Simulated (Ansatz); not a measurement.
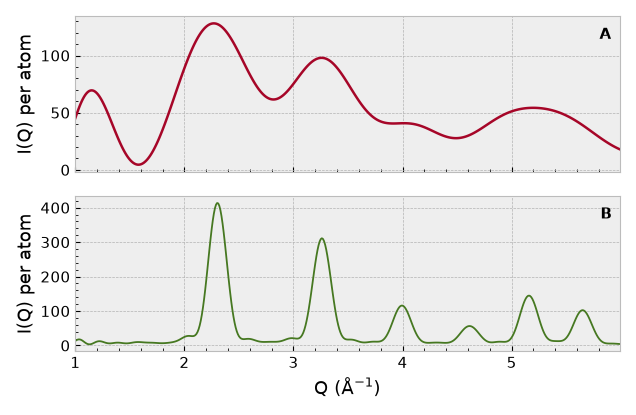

X-ray scattering of spheres cut from the crystal structure of Al (Pm-3m, a = 2.722 Å, b = 2.722 Å, c = 2.722 Å, α = 90.00°, β = 90.00°, γ = 90.00°), calculated atom by atom with the Debye equation (B = 0.5 Å², no relaxation of the surface). Basis of the simulation: the geometry relaxed with DFT, PBE, plane waves (420 eV) with PAW, scalar-relativistic in Ansatz 0.2.0; the starting structure was generated, so it need not be a known form of this composition.

### The spheres are 10 and 36 Å across. Which curve is which?

curve A: 10 Å (27 atoms); curve B: 36 Å (1213 atoms). Peak widths go roughly as 2π/D, so the largest sphere has the sharpest peaks.

### Index the main peaks of the largest sphere.

Q ≈ 2.30 Å⁻¹: 100; Q ≈ 3.26 Å⁻¹: 110; Q ≈ 3.99 Å⁻¹: 111; Q ≈ 4.61 Å⁻¹: 200; Q ≈ 5.16 Å⁻¹: 210; Q ≈ 5.65 Å⁻¹: 211.
